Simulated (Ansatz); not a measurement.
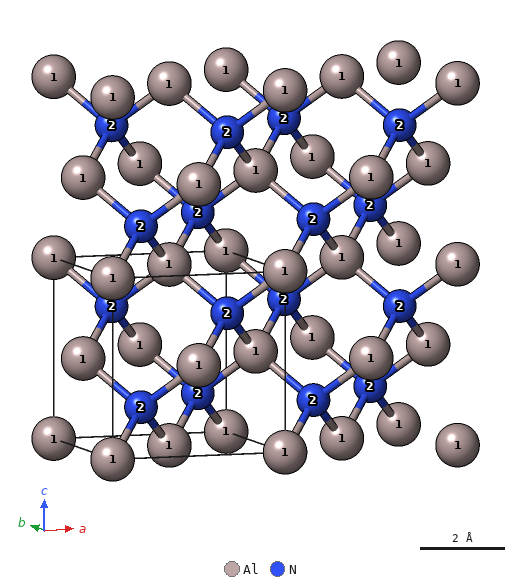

This is solid AlN (built on the database structure type) at its r2SCAN-relaxed geometry. Style: ball-and-stick. Shown: the conventional cell (4 times the calculation's cell), repeated 2 × 1 × 2 with one cell outlined, slightly off an axis. Lengths and directions refer to the drawn axes.

Computed with DFT, PBE, plane waves, PAW in Ansatz. Set-up: plane-wave cutoff 420 eV; k-point mesh 10 × 10 × 10; occupations fermi dirac; smearing width 0.02 eV; no spin polarisation.

The variant: The cell is strained by +2.7 % along [1 0 1], −2.7 % along [1 0 −1], none along the third axis (volume −0.1 %). The atoms were relaxed with r2SCAN under that strain, and this is a single point on that geometry.

What is the effect?

Answer. Some distances before and after: Al–N 1.892 → 1.877 to 1.909 Å. The space group (tolerance 0.01 Å) goes from F-43m (No. 216) to Imm2 (No. 44). Energy change: +17.0 meV per atom. The pressure goes from 4.6 to 4.8 GPa. The principal stresses (compression positive) are 14.9 GPa along [1 0 −1], 4.5 GPa along b, −4.9 GPa along [1 0 1]. The largest forces, 0.045 eV/Å, act on Al1 and N2.

The changed structure in the same view:

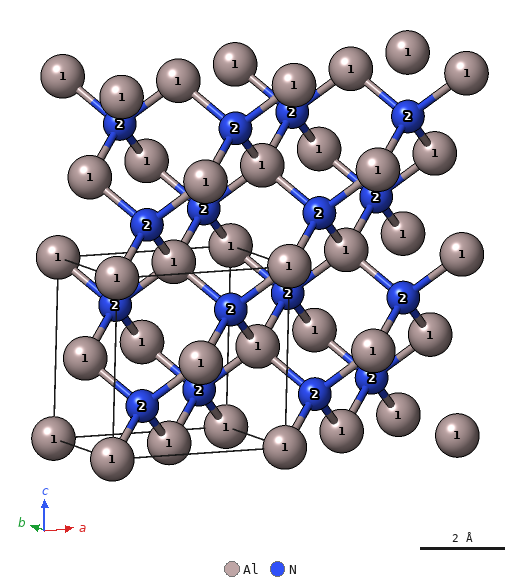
